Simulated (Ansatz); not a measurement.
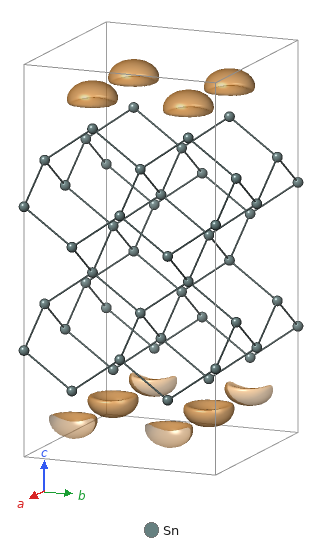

*Sn (slab). Isosurface of the electron localisation function at 0.7 (orange), seen slightly off an axis. Only the valence region is drawn (cores and ρ < 0.01 e/Å³ removed). Sticks mark near contacts.*

All numbers below come from DFT PBEsol, scalar-relativistic, plane waves, PAW (Ansatz 0.2.0).

Core electrons are frozen (PAW), and the valence fields are smoothed inside the atomic spheres.

What do the ELF domains correspond to?

Answer. The surface consists of two lobes on Sn, pointing away from the bonds (lone pairs), counted in one cell of 8 atoms. Counts are for one cell; the picture repeats the cell along the surface. Along the contacts the grid gives the following. Sn–Sn (2.83 Å): the ELF peaks at about 0.60 between the atoms.

Metal or insulator at this level of theory?

Answer. It is gapless in this calculation (a metal or semimetal).
